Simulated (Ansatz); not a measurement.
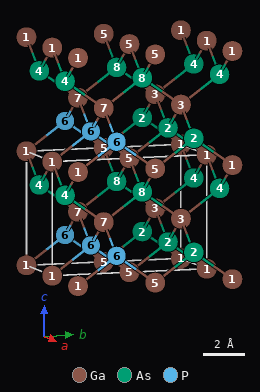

Solid Ga$_{4}$As$_{3}$P (set up in Pmm2), before the relaxation. Style: ball-and-stick. Shown: the cell of the calculation, reduced to other axes, repeated 2 × 1 × 2 with one cell outlined, slightly off an axis. Lengths and directions refer to the drawn axes.

Case: superlattice of 3 and 1 planes along [1 1 0].

Method: DFT PBE, scalar-relativistic, plane waves, PAW (Ansatz).

Input
```yaml
crystal:
  lattice:
    - [-4.0202486814, 0.0, 0.0]
    - [0.0, 5.6854902094, 0.0]
    - [0.0, 0.0, -8.0404973629]
  atoms:
    - { symbol: Ga, position: [0.0, 0.0, 0.0] }
    - { symbol: As, position: [1.0, 0.75, 0.75] }
    - { symbol: Ga, position: [0.5, 0.5, 0.75] }
    - { symbol: As, position: [0.5, 0.25, 1.0] }
    - { symbol: Ga, position: [0.0, 0.0, 0.5] }
    - { symbol: P, position: [1.0, 0.75, 0.25] }
    - { symbol: Ga, position: [0.5, 0.5, 0.25] }
    - { symbol: As, position: [0.5, 0.25, 0.5] }
basis:
  ecutwfc: 420
kpoints:
  mp_grid: { grid: [8, 6, 4] }
hamiltonian:
  xc: pbe
scf:
  occupations: { method: gaussian, width: 0.1 }
output:
  forces: true
  stress: true
  eigenvalues: true
  populations: true
  write_density: true
  write_potential: true
  elf: true
  volumetric_format: npy
relax:
  adjacent_minimum: "off"
  f_tol: 0.01
  max_steps: 45
  cell: { stress_tol: 0.05 }
```

Launched with:
```bash
ansatz run input.yaml --threads 2 --pin off --max-ram 5120MiB --backend cpu --events-out ev --progress --plain --runs-dir out
```

Question: What does the optimiser find from here?

Answer: The energy falls by 8.0 meV per atom in 3 accepted moves (4 points after the start). Largest force component: 0.66 eV/Å at the start, 0.0031 eV/Å at the end. The pressure goes from 0.05 to 0.00 GPa. At 1 point the geometry stayed and the basis and grid were re-selected for the new cell (energy shift of less than 0.05 meV per atom at most each time). The atom that moves furthest relative to the cell is Ga7 (0.074 Å along −c). By element the largest moves are Ga 0.074 Å, As 0.032 Å. P stays in place. Cell: a 4.020 → 4.019 Å (0.0 %), b unchanged at 8.040 Å, c 5.685 → 5.681 Å (−0.1 %). Volume −0.1 %. Among the contacts that change: Ga1–P6 2.462 → 2.399 Å, P6–Ga7 2.462 → 2.419 Å, As2–Ga5 2.462 → 2.494 Å, As2–Ga3 2.462 → 2.476 Å. Among the angles between lasting bonds that change: As4–Ga7–As8 109.5° → 105.8°, P6–Ga7–P6 109.5° → 112.4°, Ga7–P6–Ga7 109.5° → 112.4°. The space group stays Pmm2 (No. 25). The run took 4.2 min on 2 threads of Arm Neoverse V1, with other jobs on the host, peak memory 0.79 GiB.

History of the run:

```
step  E − E(0), meV/atom  largest force component, eV/Å  pressure, GPa  volume, Å³/atom                      note
   0                0.00                         0.6646           0.05           22.973                          
   1               -7.84                         0.0886          -0.11           22.988                          
   2               -8.03                         0.0196          -0.02           22.954                          
   3               -8.04                         0.0031           0.00           22.950                          
   4               -8.04                         0.0031           0.00           22.950  same geometry, new basis
```

After the run, drawn alike:

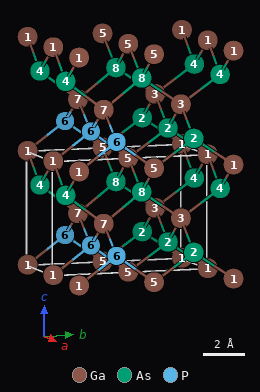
